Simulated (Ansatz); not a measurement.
## A series of single points on NiSi2

System: NiSi2 (Fm-3m, 3 atoms in the cell).
Method: Kohn-Sham DFT of a periodic cell, PBEsol, all-electron LAPW, scalar-relativistic, spin-polarised (Ansatz 0.2.0).

The 7 runs differ only in the geometry, by an even scaling of the cell at fixed fractional positions. The structure derives from an entry of the Crystallography Open Database.

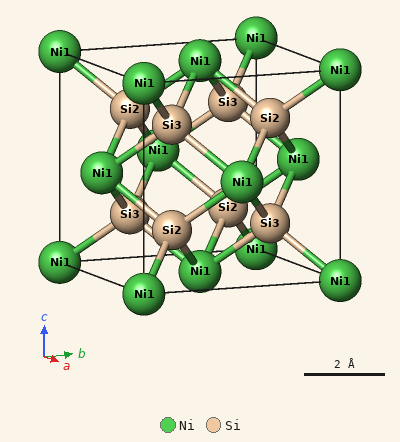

Figure 1. The structure of run 4 (ball-and-stick view of the cell 4 times as large as that of the calculation, set on its symmetry axes, seen slightly off an axis; atoms are numbered from 1 in the order of the input). An atom can appear more than once, as a periodic image.

**Input of run 4**
```yaml
crystal:
  lattice:
    - [0.0, 2.703, 2.703]
    - [2.703, 0.0, 2.703]
    - [2.703, 2.703, 0.0]
  atoms:
    - { symbol: Ni, position: [0.0, 0.0, 0.0], spin: 1.0 }
    - { symbol: Si, position: [0.75, 0.75, 0.75] }
    - { symbol: Si, position: [0.25, 0.25, 0.25] }
kpoints:
  mp_grid: { grid: [9, 9, 9] }
scf:
  occupations: { method: fermi_dirac, width: 0.05 }
hamiltonian:
  xc: pbesol
  pseudopotentials: { kind: all_electron, lapw: { basis_error: 0.001 } }
magnetization:
  spin_polarized: true
output:
  forces: true
  stress: true
  eigenvalues: true
```

Command:
```bash
ansatz run input.yaml --threads 4 --pin off --max-ram 12288MiB --backend cpu --events-out ev --progress --plain --runs-dir out
```

Run 2 differs from it as follows:
```diff
-    - [0.0, 2.703, 2.703]
-    - [2.703, 0.0, 2.703]
-    - [2.703, 2.703, 0.0]
+    - [0.0, 2.6664684948, 2.6664684948]
+    - [2.6664684948, 0.0, 2.6664684948]
+    - [2.6664684948, 2.6664684948, 0.0]
```

**Results, with one run withheld**

| run | volume per atom (Å³) | free energy per atom, from the lowest run given (meV) | pressure (GPa) |
| --- | --- | --- | --- |
| 1 | 12.376 | 20.16 | 9.63 |
| 2 | 12.639 | ? | ? |
| 3 | 12.902 | 1.05 | 2.26 |
| 4 | 13.166 | 0.00 | −0.92 |
| 5 | 13.429 | 3.93 | −3.81 |
| 6 | 13.692 | 12.40 | −6.43 |
| 7 | 13.956 | 24.97 | −8.82 |

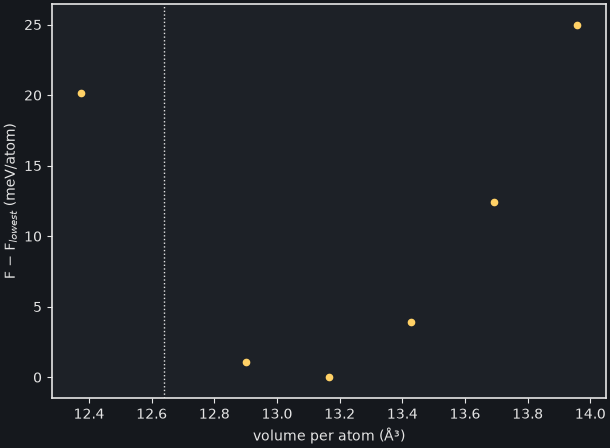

Figure 2. Free energy per atom of the runs given; the dotted line marks run 2.

Fit the runs given and predict run 2.

A cubic polynomial in V^(−2/3) (the Birch–Murnaghan form), fitted to the 6 runs given, misses them by at most 0.01 meV per atom. With x = V^(−2/3) − 0.17871 Å⁻², it reads F = 0.59159 − 1204.5 x + 4.3991e+05 x² − 1.5084e+05 x³ (meV per atom). At run 2 it gives 7.58 meV per atom, and the run itself gives 7.58. The slope of the fit gives a pressure −dF/dV of 5.76 GPa there, and the run prints 5.76 GPa. The fit has its minimum at 13.086 Å³ per atom, where V d²F/dV² gives 155 GPa: the bulk modulus at this level, since symmetry fixes the shape and the positions.

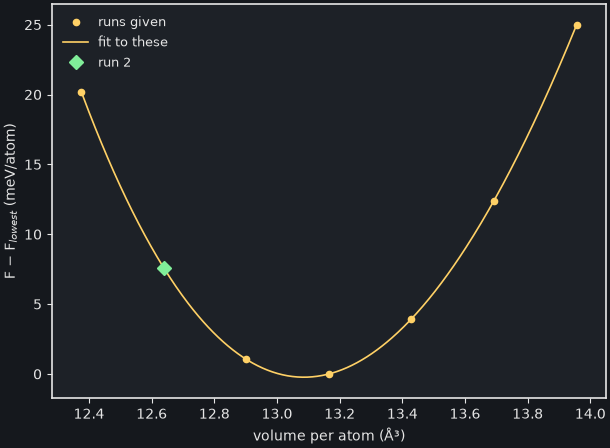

Figure 3. The fit and the withheld run.

**Output, shortened to warnings, some set-up lines, iterations and results (run 2)**
```
WARN: the starting moments were not kept: the SCF closed with an absolute magnetisation of 1.5e-6 μB, where they sum to 1 μB in size (1 site). That is at most 0.1 of that sum. Measured as dr2_m measures the in/out step, that magnetisation stands 4.6e-14 eV from none, at or under the dr2_threshold of 1.0e-7 eV: it is no larger than a step whose dr2_m would equal this threshold. The system may hold …
Basis set: ecut = 303.7419401589057 eV, 459 PW (Γ), exchange–correlation at level 2
Symmetry: 48 space group operations
k-points: 35 of 729
Initial density: superposition of atomic densities (chi_scale 0.1, normalization cell)
[...]
SCF iter   1: F=—  HF=-57106.034844 eV  |F-HF|=—  |Δ(HF+E_count)|=         —  Δρ=4.63e-2 (↑2.05e-2 ↓4.63e-2)  dr2=1.77e0  dr2_m=1.99e-1  M=0.086 μB ∫|m|=0.127 μB  β_m=0.30  …
SCF iter   2: F=—  HF=-57105.795097 eV  |F-HF|=—  |Δ(HF+E_count)|=   2.40e-1  Δρ=3.30e-2 (↑1.65e-2 ↓3.30e-2)  dr2=9.38e-1  dr2_m=1.05e-1  M=0.066 μB ∫|m|=0.105 μB  β_m=0.59  …
SCF iter   3: F=—  HF=-57105.974995 eV  |F-HF|=—  |Δ(HF+E_count)|=   1.80e-1  Δρ=2.07e-2 (↑1.44e-2 ↓2.07e-2)  dr2=8.42e-1  dr2_m=4.55e-3  M=0.025 μB ∫|m|=0.038 μB  β_m=0.44  …
SCF iter   4: F=—  HF=-57105.392914 eV  |F-HF|=—  |Δ(HF+E_count)|=   5.82e-1  Δρ=4.92e-3 (↑4.92e-3 ↓4.75e-3)  dr2=6.34e-2  dr2_m=1.89e-5  M=0.004 μB ∫|m|=0.017 μB  β_m=0.72  …
SCF iter   5: F=—  HF=-57105.387621 eV  |F-HF|=—  |Δ(HF+E_count)|=         —  Δρ=2.37e-3 (↑2.37e-3 ↓2.07e-3)  dr2=1.54e-2  dr2_m=2.82e-5  M=-0.000 μB ∫|m|=0.001 μB  β_m=0.86  …
SCF iter   6: F=—  HF=-57105.385586 eV  |F-HF|=—  |Δ(HF+E_count)|=   2.04e-3  Δρ=9.98e-4 (↑9.98e-4 ↓8.98e-4)  dr2=2.64e-3  dr2_m=1.77e-6  M=-0.001 μB ∫|m|=0.002 μB  β_m=0.93  …
SCF iter   7: F=—  HF=-57105.385026 eV  |F-HF|=—  |Δ(HF+E_count)|=   5.60e-4  Δρ=1.53e-4 (↑1.53e-4 ↓1.47e-4)  dr2=4.55e-5  dr2_m=5.60e-8  M=-0.000 μB ∫|m|=0.001 μB  β_m=0.97  …
SCF iter   8: F=—  HF=-57105.385050 eV  |F-HF|=—  |Δ(HF+E_count)|=   2.40e-5  Δρ=4.16e-5 (↑4.16e-5 ↓3.75e-5)  dr2=3.65e-6  dr2_m=4.69e-9  M=0.000 μB ∫|m|=0.000 μB  β_m=0.97  …
SCF iter   9: F=—  HF=-57105.385050 eV  |F-HF|=—  |Δ(HF+E_count)|=   2.86e-7  Δρ=1.41e-5 (↑1.41e-5 ↓1.20e-5)  dr2=3.75e-7  dr2_m=1.24e-9  M=0.000 μB ∫|m|=0.000 μB  β_m=0.97  …
SCF iter  10: F=—  HF=-57105.385050 eV  |F-HF|=—  |Δ(HF+E_count)|=   1.48e-7  Δρ=2.49e-6 (↑2.49e-6 ↓2.21e-6)  dr2=5.64e-9  dr2_m=6.46e-11  M=0.000 μB ∫|m|=0.000 μB  β_m=0.94  …
SCF iter  11: F=—  HF=-57105.385050 eV  |F-HF|=—  |Δ(HF+E_count)|=  7.71e-10  Δρ=7.78e-7 (↑7.78e-7 ↓7.77e-7)  dr2=8.60e-10  dr2_m=6.50e-12  M=0.000 μB ∫|m|=0.000 μB  β_m=0.96 …
SCF iter  12: F=-57105.385050 eV  HF=-57105.385050 eV  |F-HF|=3.64e-11  |Δ(HF+E_count)|=  6.55e-11  Δρ=2.08e-7 (↑1.95e-7 ↓2.08e-7)  dr2=4.94e-11  dr2_m=4.27e-13  M=0.000 μB …
SCF 1 converged in 12 iterations: F = -57105.385050 eV  dr2 = 4.94e-11
WARN: the starting moments were not kept: the SCF closed with an absolute magnetisation of 1.5e-6 μB, where they sum to 1 μB in size (1 site). That is at most 0.1 of that sum. Measured as dr2_m measures the in/out step, that magnetisation stands 4.6e-14 eV from none, at or under the dr2_threshold …
SCF converged after 12 iterations
Magnetization: 0.0000 μB (21.0000 up, 21.0000 down)
Absolute magnetization: 0.0000 μB (∫|ρ↑−ρ↓|)
Spin contamination: 0.0000 ħ² per cell (⟨S²⟩ above its minimum at these occupations)
Per-site moments (μB) at R_I (Å): [(1.518611014716953e-7, 1.255663816882225), (4.04475279935923e-8, 1.0535656035952288), (4.04475279935923e-8, 1.0535656035952288)]
Free energy (F): -57105.385050 eV
Harris-Foulkes:  -57105.385050 eV  (|F-HF|=3.64e-11)
Internal energy: -57105.375811 eV  (E = F + TS)
E sigma→0 (E₀):  -57105.380431 eV
Entropy (-TS):   -0.009239 eV (-3.080 meV/atom)
Fermi energy:    15.293719 eV
--- Per-component energies (eV) ---
  E_band       = -1682.572225
  E_kinetic    = 57807.222763
  E_xc         = -2806.252395
  E_electrostatic = -112106.346178  (all electrons and nuclei)
  E_smearing   = -0.009239  (= −TS)
  E_closure    = 0.000000  (closes the sum)
  E_atoms      = -57084.767189  (free atoms, spherical and without spin; not in F)
[...]
```

Warnings of the run: some starting moments were not kept.
